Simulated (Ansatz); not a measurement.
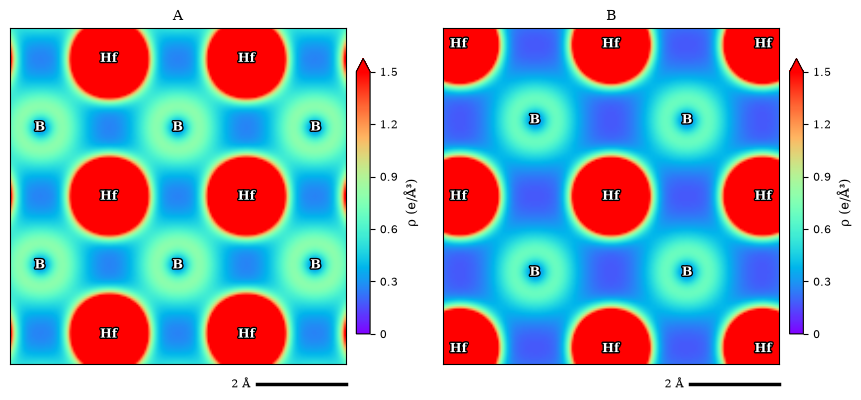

HfB. The valence charge density (pseudo) of two cells that differ in size and shape, on the (110) plane of each (indices in the axes of the calculation cell), at one length scale and on one colour scale: B has 14.3 Å³ an atom and A 11.4.

Computed without spin polarisation.

Theory: DFT PBE, scalar-relativistic, plane waves, PAW in Ansatz 0.2.0.

Core electrons are frozen (PAW), and the valence fields are smoothed inside the atomic spheres.

What does the compression do to the bonding and the properties?

Answer. From the larger cell to the smaller, Hf–B goes from 2.43 to 2.19 Å, and the density at its midpoint from 0.41 to 0.65 e/Å³; the pressure goes from −1.7 to 56 GPa.
